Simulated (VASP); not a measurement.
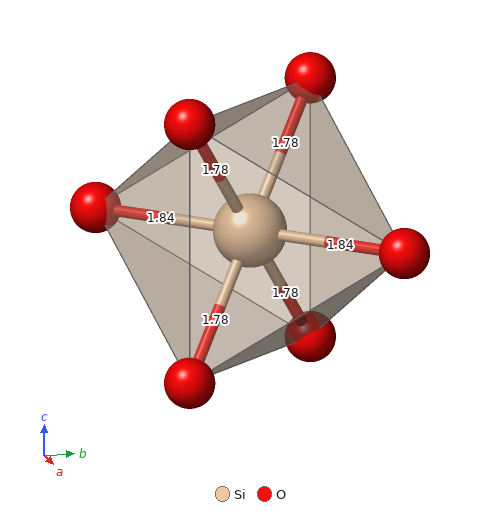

The SiO6 unit about Si in SiO2. Origin: a cell listed in the Materials Project, as set up for an electronic-structure calculation.

SiO2, space group P4_2/mnm (No. 136), a = 4.233 Å, b = 4.233 Å, c = 2.693 Å, α = 90.00°, β = 90.00°, γ = 90.00°

| site | Wyckoff | x | y | z |
| --- | --- | --- | --- | --- |
| Si | 2a | 0.0000 | 0.0000 | 0.0000 |
| O | 4f | 0.8068 | 0.1932 | 0.5000 |

**Compute the usual distortion measures of this polyhedron.**

It is closest to the octahedron.

```
                                 measure      value
                        mean bond length    1.796 Å
     bond-length distortion index (Baur)      0.015
   effective coordination number (Hoppe)       5.95
    shape measure against the octahedron       0.41
shape measure against the trigonal prism      16.06
     centre off the ligands' centroid by     0.00 Å
                       polyhedral volume    7.63 Å³
                    quadratic elongation      1.008
                     bond-angle variance  27.5 deg²
```
